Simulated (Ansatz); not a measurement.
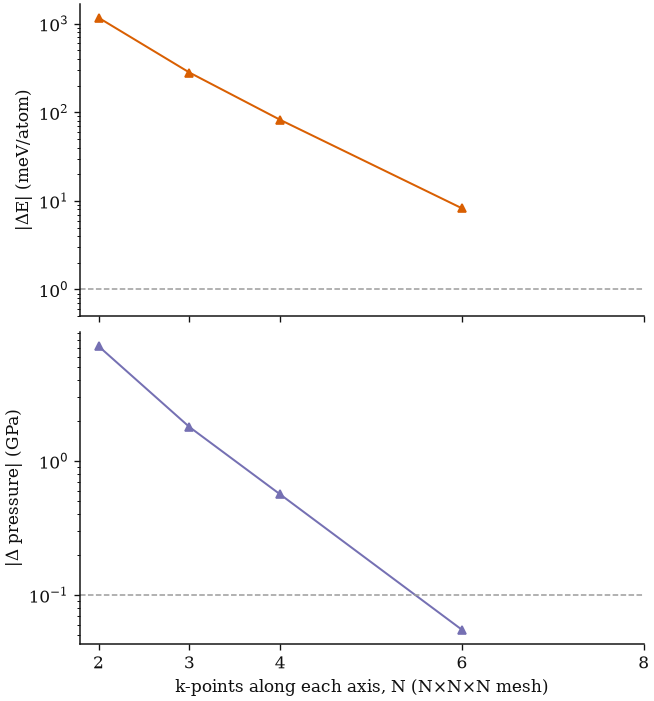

Scan of the k-point mesh.
Si (Fd-3m, 2 atoms in the cell); HSE06, plane waves, PAW datasets in Ansatz 0.2.0 development build; cutoff 420 eV, Fermi–Dirac smearing of 0.02 eV.
ΔE is the free energy less its value at the densest setting, 8×8×8.
Dashed lines or grey bands mark the tolerance: 1 meV/atom and 0.1 GPa.

From which setting is the free energy converged to 1 meV/atom?

Answer. The free energy at the last setting but one, 6×6×6, is still more than 1 meV/atom from the densest setting's value, so the scan doesn't show it converged. It is off by 1200 meV/atom at 2×2×2, 82 meV/atom at 4×4×4 and 8.2 meV/atom at 6×6×6 (always above it).

How does the pressure behave (tolerance 0.1 GPa)?

Answer. The pressure is within 0.1 GPa of the densest setting's value from 6×6×6 on. It is off by 7.2 GPa at 2×2×2, 1.8 GPa at 3×3×3 and 0.56 GPa at 4×4×4 (always above it).
